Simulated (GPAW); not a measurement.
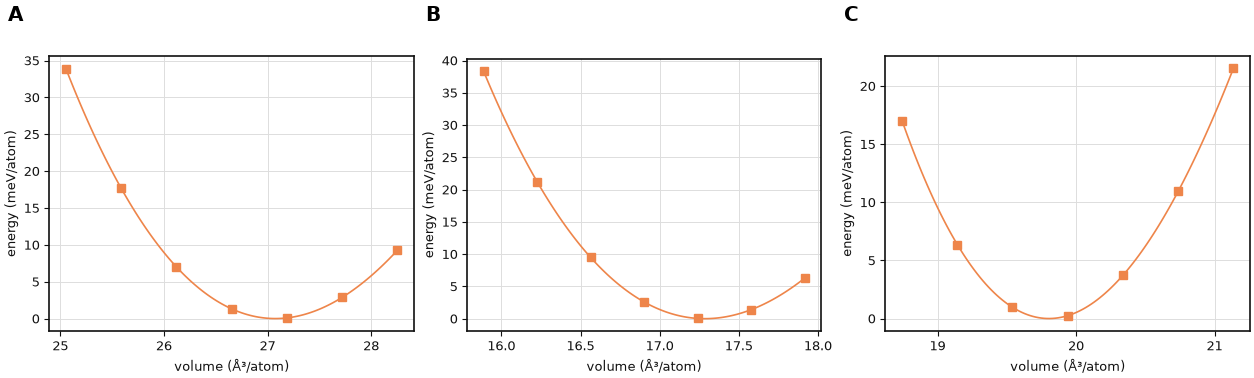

Each panel shows the energy against volume for one of these solids: PbO, P4/nmm (No. 129); Sb, P6_3/mmc (No. 194); SrO, Fm-3m (No. 225).

Method: PAW DFT in plane waves, on a grid or in atomic orbitals, no spin polarisation; energies at scaled volumes of the given cell, shape and fractions fixed, counted from the fit's minimum, third-order Birch-Murnaghan fit (GPAW 26.7.0). Level: r2SCAN.

**Match the panels to the solids.**

A is Sb (energy from 0.09 meV/atom to 33.89 meV/atom, V0 27.07 Å³/atom, B0 62.5 GPa); B is SrO (energy from 0.04 meV/atom to 38.39 meV/atom, V0 17.29 Å³/atom, B0 93.4 GPa); C is PbO (energy from 0.25 meV/atom to 21.53 meV/atom, V0 19.8 Å³/atom, B0 86.8 GPa).

For PbO, limits of the calculation: spin-orbit coupling left out, heavy elements; shape and atomic fractions are frozen while scaling, which makes layered, chain and framework solids too stiff.

For Sb, limits of the calculation: shape and atomic fractions are frozen while scaling, which makes layered, chain and framework solids too stiff.
